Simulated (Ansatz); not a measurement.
## Geometry relaxation, with input and output: Zn$_{15}$Se$_{16}$ (charge −2) (part 3 of 3)

Continued. System: Zn$_{15}$Se$_{16}$ (defect cell, 31 atoms in the cell, total charge −2). Method: DFT PBEsol, scalar-relativistic, plane waves, PAW, spin-polarised (Ansatz 0.2.0); cutoff 420 eV, 2×2×2 k-mesh, Gaussian smearing of 0.02 eV, collinear spins. The structure derives from a Materials Project entry. It belongs to a series of runs on one base structure; here: V_Zn, charge -2, atoms relaxed at the host's cell.

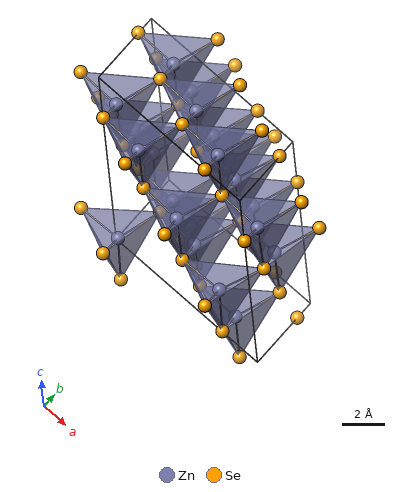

Fig. 1: The geometry at step 2 of the log (polyhedral view of the cell of the calculation, seen slightly off an axis; polyhedra are completed across the faces of the cell).

### Output, continued
```
  k-point 3 ↓: bands = ["-40.4283", "-40.4282", "-40.4282", "-40.4281", "-40.4281", "-40.4281", "-40.4281", "-40.4281", "-40.4280", "-40.4280", ... 54 levels left out ..., "-39.9005", "-39.9005", "-39.9005", "-39.9005", "-39.8458", "-39.8457", "-39.8457", "-39.8456", "-39.8455", "-39.8454", "-39.8453", "-39.8453", "-39.8269", "-39.8267", "-39.8265", "-39.8264", "-6.6288", "-6.2549", "-6.1950", "-6.1948", "-6.1506", "-5.9935", "-5.9677", "-5.9676", "-5.9397", "-5.8240", "-5.7818", "-5.7818", "-5.5736",
      "-5.3787", "-5.3616", "-5.3615", "-0.0987", "-0.0782", "-0.0782", "-0.0607", "-0.0547", "-0.0547", "-0.0373", "-0.0350", "-0.0328", "-0.0327", "-0.0239", "-0.0167", "-0.0040", "-0.0025", "0.0087", "0.0146", "0.0325", "0.0325", "0.0510", "0.0524", "0.0525", "0.0530", "0.0612", "0.0686", "0.0686", "0.0700", "0.0769", "0.0917", "0.0917", "0.1080", "0.1080", "0.1113", "0.1234", "0.1496", "0.1799", "0.1800", "0.2143",
      "0.2149", "0.2202", "0.2267", "0.2289", "0.2326", "0.2326", "0.2442", "0.2586", "0.2587", "0.2671", "0.2868", "0.2942", "0.2942", "0.3010", "0.3085", "0.3091", "0.3091", "0.3143", "0.3226", "0.3233", "0.3242", "0.3242", "0.3301", "0.3408", "0.3440", "0.3440", "0.3465", "0.3574", "0.3586", "0.3826", "0.3875", "0.3875", "0.4862", "0.4863", "0.4935", "0.5103", "0.5292", "0.5292", "1.6724", "1.7050",
      "1.7051", "1.7305", "1.7649", "1.7721", "1.8404", "1.9171", "1.9172", "2.2099", "2.6047", "3.0750", "3.1015", "3.1015", "3.4524", "3.4727", "3.5340", "3.5342", "3.9413", "3.9918", "4.1080", "4.1080", "4.2064", "4.5854", "4.5855", "4.7104", "4.7591", "4.7840", "4.7841", "4.8372", "4.8373", "4.8424", "4.8493", "4.9004", "5.0460", "5.0462", "5.2807", "5.4814", "5.5363", "5.6706", "5.6782", "5.6783",
      "5.7767", "5.8968", "5.8969", "6.0272", "6.3633", "6.3635", "9.3124", "9.6739", "9.8801", "9.8802", "9.9279", "10.0007", "10.2137", "10.2948", "10.2950", "10.6086", "10.7262", "10.7372", "10.7439", "10.7440", "11.0376", "11.0662", "11.1443", "11.1447", "11.2703", "11.4265", "11.4847", "11.4849", "11.5783", "12.1124", "12.3745", "12.4101", "12.4103", "12.4667", "12.5455", "12.5457", "12.5725", "13.0076", "13.0077", "13.0823",
      "13.1555", "13.1779", "13.1780", "13.2189", "13.2464", "13.2466", "13.2680", "13.2762", "13.3131", "13.8132", "13.8135"]
--- Relaxed structure (3 steps of the walk, 3 accepted, 0 SCFs on fresh bases) ---
  F+E_penalty+E_count = -136006.19730348 eV   max|allowed force component| = 2.208e-3 eV/Å
  atoms:
    - { symbol: Zn, position: [0.24998823750939644, 0.4893099519238029, 0.2474446790905505] }
    - { symbol: Zn, position: [0.24994645036844598, 0.7507418138121198, 0.0006773902129025289] }
    - { symbol: Zn, position: [-0.003272975957080426, 0.2507436413519448, 0.7392619080929835] }
    - { symbol: Zn, position: [0.24997517058263385, -0.002507799365968316, 0.7392134709486996] }
    - { symbol: Zn, position: [-0.0032622960002269986, 0.4893278205834365, 0.5006951337393526] }
    - { symbol: Zn, position: [0.011391499361717239, 0.758943359276177, 0.262115134003399] }
    - { symbol: Zn, position: [0.7499653184214022, 0.25078704842118993, 0.0007164360768033284] }
    - { symbol: Zn, position: [1.0113942627395212, 1.0121787101470674, 1.0088808690994164] }
    - { symbol: Zn, position: [0.7417824724722979, 0.5039645827387578, 0.7538785557386568] }
    - { symbol: Zn, position: [0.7499612821002506, 0.7507867259514925, 0.5007187017871684] }
    - { symbol: Zn, position: [0.48850702401049506, 0.2507424609779574, 0.24743847972521382] }
    - { symbol: Zn, position: [0.7581564344754643, 0.012177550480093058, 0.2621103225927826] }
    - { symbol: Zn, position: [0.5032227299537602, 0.503999656163776, -0.00750048047493067] }
    - { symbol: Zn, position: [0.5032320920082408, 0.7425561355301525, 0.7539422095919588] }
    - { symbol: Zn, position: [0.4885213675675219, -0.002478379153080034, 0.5006696830794685] }
    - { symbol: Se, position: [0.01541424264711612, 0.25074900462886024, 0.5006898136045709] }
    - { symbol: Se, position: [0.0012177848574472377, 0.5004733824203687, 0.2519305933059514] }
    - { symbol: Se, position: [0.00024175533740966593, 0.752257561295897, 0.002188754366776735] }
    - { symbol: Se, position: [0.748445949798777, 0.2507381971635212, 0.7494589150369955] }
    - { symbol: Se, position: [0.001220825837066064, 0.0019860067061667763, 0.7504053610816508] }
    - { symbol: Se, position: [0.7484455158070351, 0.4995261649225259, 0.5006606934719169] }
    - { symbol: Se, position: [0.7514884829927362, 0.7522788426431057, 0.25099262755133367] }
    - { symbol: Se, position: [0.49871526804782035, 0.2507440247083418, -0.0008433221837913368] }
    - { symbol: Se, position: [0.7514904785277006, 0.0010572561091748423, 0.0022104240285640286] }
    - { symbol: Se, position: [0.48452621973666615, 0.4852831460584443, 0.7352254773551526] }
    - { symbol: Se, position: [0.4987224480009152, 0.7492415954465219, 0.5006900518625321] }
    - { symbol: Se, position: [0.2499524130667224, 0.250741653276974, 0.2661745866929256] }
    - { symbol: Se, position: [0.49965656613950193, 0.0019679486662735196, 0.2518959277933687] }
    - { symbol: Se, position: [0.24997706458494487, 0.49951454405808193, -0.0008303789448914356] }
    - { symbol: Se, position: [0.24997800143804494, 0.7492289666940631, 0.7494490199560437] }
    - { symbol: Se, position: [0.24995545586625476, 0.016241867562759388, 0.5006615231164733] }
--- Löwdin populations: 31 sites ---
  site symbol       q [e]    m [muB]
     0     Zn     10.7892     0.0000
     1     Zn     10.7834     0.0000
     2     Zn     10.7892    -0.0000
     3     Zn     10.7892     0.0000
     4     Zn     10.7892    -0.0000
     5     Zn     10.7892     0.0000
     6     Zn     10.7834     0.0000
     7     Zn     10.7892     0.0000
     8     Zn     10.7892    -0.0000
     9     Zn     10.7834     0.0000
    10     Zn     10.7892     0.0000
    11     Zn     10.7892    -0.0000
    12     Zn     10.7892    -0.0000
    13     Zn     10.7892    -0.0000
    14     Zn     10.7892     0.0000
    15     Se     17.0060     0.0000
    16     Se     17.0705    -0.0000
    17     Se     17.0705    -0.0000
    18     Se     17.0705    -0.0000
    19     Se     17.0705    -0.0000
    20     Se     17.0705    -0.0000
    21     Se     17.0705    -0.0000
    22     Se     17.0705    -0.0000
    23     Se     17.0705    -0.0000
    24     Se     17.0060     0.0000
    25     Se     17.0705    -0.0000
    26     Se     17.0058    -0.0000
    27     Se     17.0705    -0.0000
    28     Se     17.0705    -0.0000
    29     Se     17.0705    -0.0000
    30     Se     17.0058    -0.0000
  spilling = 0.007558 (of n_electrons = 438.000000)
```

### File populations.tsv
```
# site	symbol	l	j	q_up	q_dn
# orbitals = lowdin
# n_electrons = 438.000000
# spilling = 0.007558
0	Zn	0_4S	-	0.404602	0.404602
0	Zn	2_3D	-	4.989992	4.989992
1	Zn	0_4S	-	0.401561	0.401561
1	Zn	2_3D	-	4.990125	4.990125
2	Zn	0_4S	-	0.404592	0.404592
2	Zn	2_3D	-	4.989992	4.989992
3	Zn	0_4S	-	0.404606	0.404606
3	Zn	2_3D	-	4.989992	4.989992
4	Zn	0_4S	-	0.404589	0.404589
4	Zn	2_3D	-	4.989991	4.989991
5	Zn	0_4S	-	0.404604	0.404604
5	Zn	2_3D	-	4.989993	4.989993
6	Zn	0_4S	-	0.401561	0.401561
6	Zn	2_3D	-	4.990125	4.990125
7	Zn	0_4S	-	0.404602	0.404602
7	Zn	2_3D	-	4.989993	4.989993
8	Zn	0_4S	-	0.404590	0.404590
8	Zn	2_3D	-	4.989993	4.989993
9	Zn	0_4S	-	0.401561	0.401561
9	Zn	2_3D	-	4.990125	4.990125
10	Zn	0_4S	-	0.404608	0.404608
10	Zn	2_3D	-	4.989993	4.989993
11	Zn	0_4S	-	0.404595	0.404595
11	Zn	2_3D	-	4.989993	4.989993
12	Zn	0_4S	-	0.404596	0.404596
12	Zn	2_3D	-	4.989992	4.989992
13	Zn	0_4S	-	0.404602	0.404602
13	Zn	2_3D	-	4.989992	4.989992
14	Zn	0_4S	-	0.404601	0.404601
14	Zn	2_3D	-	4.989993	4.989993
15	Se	0_4S	-	0.954476	0.954476
15	Se	1_4P	-	2.548577	2.548577
15	Se	2_3D	-	4.999938	4.999938
16	Se	0_4S	-	0.947469	0.947469
16	Se	1_4P	-	2.587826	2.587826
16	Se	2_3D	-	4.999944	4.999944
17	Se	0_4S	-	0.947467	0.947467
17	Se	1_4P	-	2.587829	2.587829
17	Se	2_3D	-	4.999944	4.999944
18	Se	0_4S	-	0.947468	0.947468
18	Se	1_4P	-	2.587829	2.587829
18	Se	2_3D	-	4.999944	4.999944
19	Se	0_4S	-	0.947468	0.947468
19	Se	1_4P	-	2.587827	2.587827
19	Se	2_3D	-	4.999944	4.999944
20	Se	0_4S	-	0.947467	0.947467
20	Se	1_4P	-	2.587829	2.587829
20	Se	2_3D	-	4.999944	4.999944
21	Se	0_4S	-	0.947467	0.947467
21	Se	1_4P	-	2.587830	2.587830
21	Se	2_3D	-	4.999944	4.999944
22	Se	0_4S	-	0.947468	0.947468
22	Se	1_4P	-	2.587826	2.587826
22	Se	2_3D	-	4.999944	4.999944
23	Se	0_4S	-	0.947468	0.947468
23	Se	1_4P	-	2.587829	2.587829
23	Se	2_3D	-	4.999944	4.999944
24	Se	0_4S	-	0.954479	0.954479
24	Se	1_4P	-	2.548564	2.548564
24	Se	2_3D	-	4.999938	4.999938
25	Se	0_4S	-	0.947466	0.947466
25	Se	1_4P	-	2.587825	2.587825
25	Se	2_3D	-	4.999944	4.999944
26	Se	0_4S	-	0.954485	0.954485
26	Se	1_4P	-	2.548501	2.548501
26	Se	2_3D	-	4.999938	4.999938
27	Se	0_4S	-	0.947468	0.947468
27	Se	1_4P	-	2.587832	2.587832
27	Se	2_3D	-	4.999944	4.999944
28	Se	0_4S	-	0.947467	0.947467
28	Se	1_4P	-	2.587824	2.587824
28	Se	2_3D	-	4.999944	4.999944
29	Se	0_4S	-	0.947467	0.947467
29	Se	1_4P	-	2.587825	2.587825
29	Se	2_3D	-	4.999944	4.999944
30	Se	0_4S	-	0.954486	0.954486
30	Se	1_4P	-	2.548495	2.548495
30	Se	2_3D	-	4.999938	4.999938
```

### Trajectory as extended XYZ (Å, eV, eV/Å), 3 frames, from step=1 to step=3
```
31
Lattice="5.6332 -5.6332 -5.6332 -5.6332 -5.6332 5.6332 -5.6332 5.6332 -5.6332" Properties=species:S:1:pos:R:3:forces:R:3 step=1 energy=-136006.16926
Zn   -2.7687   -2.7757   -0.0420    0.1255   0.0465  -0.0530
Zn   -2.8245   -5.6340    2.8170   -0.0028  -0.0025  -0.0015
Zn   -5.5987    2.7758   -2.7639    0.0238  -0.0286   0.1073
Zn   -2.7679    2.7743   -5.5903    0.1069  -0.0262   0.0239
Zn   -5.5982    0.0521   -0.0419    0.0249   0.1172  -0.0278
Zn   -5.6815   -2.8579    2.7631   -0.0825  -0.0776  -0.1414
Zn    2.8087   -5.6332   -2.8160    0.0056   0.0007   0.0022
Zn   -5.6820   -5.6869   -5.6753   -0.1109  -0.1716  -0.1101
Zn   -2.8747   -2.7756   -5.5905   -0.1597   0.0940   0.0980
Zn   -2.8245   -5.6332   -2.8160    0.0061   0.0043  -0.0004
Zn   -0.0490   -2.7744   -2.7610   -0.0343   0.0265   0.1027
Zn    2.7576   -2.8589   -5.6755   -0.1195  -0.0409  -0.0395
Zn    0.0357   -5.6865    0.0429    0.0485  -0.1307   0.0585
Zn   -5.5976   -2.7749   -2.8706   -0.0033   0.0020  -0.0805
Zn   -0.0488    0.0537   -5.5898   -0.0746   0.1450   0.0668
Se   -4.1698    1.3433   -1.4753    0.0596  -0.0316  -0.0150
Se   -4.2337   -1.4112    1.3990    0.0111   0.0087   0.0437
Se   -4.2412   -4.2220    4.2286    0.0426  -0.0135  -0.0213
Se   -1.4128   -1.4101   -7.0312   -0.0298   0.0175  -0.0503
Se   -4.2340    4.2157   -4.2280   -0.0030   0.0499   0.0077
Se   -1.4124   -4.2156   -4.2263   -0.0164  -0.0666   0.0114
Se   -1.4125   -7.0509   -1.4052   -0.0139   0.0538  -0.0180
Se    1.3991   -4.2226   -1.3977    0.0097  -0.0131  -0.0517
Se    4.2205   -4.2234   -4.2343   -0.0255  -0.0237   0.0484
Se   -4.1711   -1.3367   -4.1369    0.1172   0.0164  -0.1335
Se   -4.2344   -4.2156   -1.4052   -0.0047  -0.0635  -0.0018
Se   -1.5002   -1.3418   -1.4986    0.0636   0.0980   0.1202
Se    1.3917   -1.4119   -4.2281    0.0538   0.0235   0.0294
Se   -1.4058   -4.2238    1.4072   -0.0577   0.0045   0.0056
Se   -7.0388   -1.4101   -1.4060   -0.0625   0.0001  -0.0058
Se   -1.5027    1.3340   -4.1500    0.1022  -0.0185   0.0259
31
Lattice="5.6332 -5.6332 -5.6332 -5.6332 -5.6332 5.6332 -5.6332 5.6332 -5.6332" Properties=species:S:1:pos:R:3:forces:R:3 step=2 energy=-136006.19278
Zn   -2.7533   -2.7692   -0.0485    0.0545   0.0080  -0.0119
Zn   -2.8233   -5.6334    2.8175   -0.0018   0.0009   0.0005
Zn   -5.5942    2.7688   -2.7460   -0.0006   0.0010   0.0585
Zn   -2.7507    2.7671   -5.5831    0.0464  -0.0008   0.0003
Zn   -5.5947    0.0679   -0.0486    0.0013   0.0603  -0.0007
Zn   -5.6878   -2.8628    2.7469   -0.0201  -0.0175  -0.0675
Zn    2.8057   -5.6334   -2.8160   -0.0017  -0.0009  -0.0009
Zn   -5.6867   -5.7000   -5.6773   -0.0287  -0.0793  -0.0298
Zn   -2.8895   -2.7730   -5.5871   -0.0804   0.0228   0.0247
Zn   -2.8276   -5.6330   -2.8159   -0.0020  -0.0023  -0.0002
Zn   -0.0574   -2.7677   -2.7415   -0.0025   0.0001   0.0466
Zn    2.7392   -2.8629   -5.6798   -0.0657  -0.0036  -0.0031
Zn    0.0391   -5.7026    0.0465    0.0058  -0.0639   0.0113
Zn   -5.5912   -2.7683   -2.8913   -0.0142  -0.0105  -0.0404
Zn   -0.0547    0.0680   -5.5842   -0.0195   0.0658   0.0166
Se   -4.1497    1.3248   -1.4911    0.0006   0.0021   0.0007
Se   -4.2325   -1.4085    1.3931   -0.0107  -0.0111   0.0399
Se   -4.2467   -4.2254    4.2238    0.0397   0.0115   0.0161
Se   -1.4185   -1.4067   -7.0279    0.0216  -0.0155  -0.0354
Se   -4.2333    4.2096   -4.2246   -0.0025   0.0378  -0.0092
Se   -1.4161   -4.2135   -4.2220    0.0127  -0.0276  -0.0115
Se   -1.4181   -7.0550   -1.4095    0.0135   0.0349   0.0143
Se    1.4009   -4.2248   -1.3928   -0.0111   0.0123  -0.0352
Se    4.2136   -4.2265   -4.2379    0.0216   0.0179   0.0366
Se   -4.1484   -1.3236   -4.1399    0.0194  -0.0070  -0.0347
Se   -4.2353   -4.2114   -1.4076   -0.0009  -0.0298   0.0055
Se   -1.5046   -1.3197   -1.4955    0.0206   0.0043   0.0335
Se    1.3863   -1.4078   -4.2208    0.0342  -0.0168  -0.0215
Se   -1.4028   -4.2246    1.4087   -0.0328   0.0030  -0.0084
Se   -7.0356   -1.4104   -1.4095   -0.0306  -0.0049   0.0095
Se   -1.5046    1.3199   -4.1360    0.0339   0.0088  -0.0039
31
Lattice="5.6332 -5.6332 -5.6332 -5.6332 -5.6332 5.6332 -5.6332 5.6332 -5.6332" Properties=species:S:1:pos:R:3:forces:R:3 step=3 energy=-136006.19730
Zn   -2.7421   -2.7707   -0.0458    0.0005   0.0006   0.0001
Zn   -2.8249   -5.6333    2.8173    0.0006  -0.0001  -0.0001
Zn   -5.5954    2.7704   -2.7335    0.0001  -0.0002   0.0009
Zn   -2.7419    2.7701   -5.5865    0.0004   0.0001   0.0001
Zn   -5.5954    0.0824   -0.0457    0.0003   0.0010   0.0001
Zn   -5.6877   -2.8629    2.7346    0.0001  -0.0002  -0.0009
Zn    2.8080   -5.6334   -2.8160    0.0008   0.0000  -0.0001
Zn   -5.6877   -5.7160   -5.6789   -0.0001  -0.0012  -0.0001
Zn   -2.9071   -2.7708   -5.5865   -0.0015   0.0005  -0.0001
Zn   -2.8253   -5.6334   -2.8160    0.0008   0.0000  -0.0001
Zn   -0.0545   -2.7705   -2.7333    0.0000  -0.0001   0.0007
Zn    2.7258   -2.8630   -5.6788   -0.0012   0.0001   0.0002
Zn    0.0379   -5.7162    0.0466    0.0002  -0.0009   0.0001
Zn   -5.5953   -2.7707   -2.8990    0.0000   0.0001  -0.0005
Zn   -0.0545    0.0824   -5.5863   -0.0001   0.0010  -0.0001
Se   -4.1462    1.3211   -1.4948    0.0020  -0.0022  -0.0021
Se   -4.2316   -1.4070    1.3932    0.0003   0.0000   0.0010
Se   -4.2486   -4.2267    4.2240    0.0005   0.0001  -0.0002
Se   -1.4182   -1.4068   -7.0256   -0.0005   0.0002  -0.0005
Se   -4.2315    4.2092   -4.2229    0.0000   0.0010   0.0001
Se   -1.4181   -4.2098   -4.2226   -0.0003  -0.0005   0.0004
Se   -1.4184   -7.0572   -1.4095    0.0000   0.0008  -0.0001
Se    1.4016   -4.2266   -1.3921    0.0002  -0.0002  -0.0009
Se    4.2149   -4.2268   -4.2398   -0.0002  -0.0002   0.0008
Se   -4.1460   -1.3215   -4.1374    0.0017   0.0020   0.0022
Se   -4.2317   -4.2096   -1.4093    0.0002  -0.0008  -0.0004
Se   -1.5039   -1.3211   -1.4950   -0.0017   0.0014  -0.0018
Se    1.3846   -1.4068   -4.2226    0.0007  -0.0006  -0.0003
Se   -1.4010   -4.2267    1.4104   -0.0009  -0.0005   0.0009
Se   -7.0342   -1.4069   -1.4094   -0.0010   0.0005  -0.0006
Se   -1.5038    1.3208   -4.1369   -0.0018  -0.0016   0.0014
```

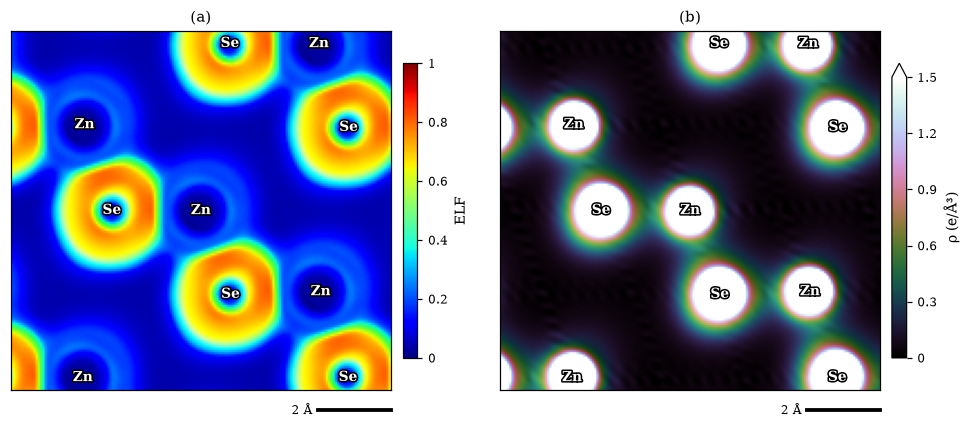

Fig. 2: (a) ELF; (b) valence charge density (pseudo) on the (100) plane of the calculation cell. Zn–Se (2.45 Å): the density is about 0.46 e/Å³ at the midpoint; the ELF is about 0.60 at the midpoint. The density dies away to nearly zero in the voids. Core electrons are frozen (PAW), so the fields are smoothed inside the atomic spheres.

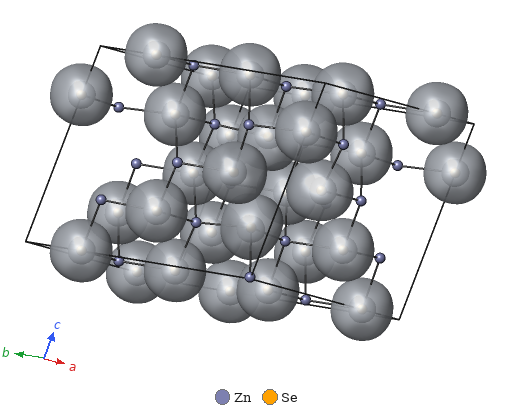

Fig. 3: Isosurface of the ELF at 0.65 (grey), seen at an oblique angle. Only the valence region is drawn (cores and ρ < 0.01 e/Å³ removed). Sticks mark near contacts. The outline is the calculation cell. Values along the shortest contacts: Zn–Se (2.39 Å): the ELF is about 0.60 at the midpoint. Zn–Se (2.45 Å): the ELF is about 0.60 at the midpoint.

### Key numbers

```csv
quantity,value
outcome,converged
electrons treated,438
free energy,−136006.1973 eV
Fermi energy,7.850 eV
gap on the k-point mesh,2.84 eV
net moment of the cell,0.00 μB
integrated absolute moment,0.00 μB
final volume,715.05 Å³
largest force (length of the vector) at the end,0.004 eV/Å
hardware,"8 threads of AMD EPYC (Zen 3), 24 GiB of memory available, shared host"
wall time,2.1 min (CPU time 15 min)
peak memory,6.5 GiB
```

### Notes

The program warns: some starting moments were not kept. The cell is charged and computed with a neutralising background, so its energy and pressure depend on the cell and aren't those of a real crystal.
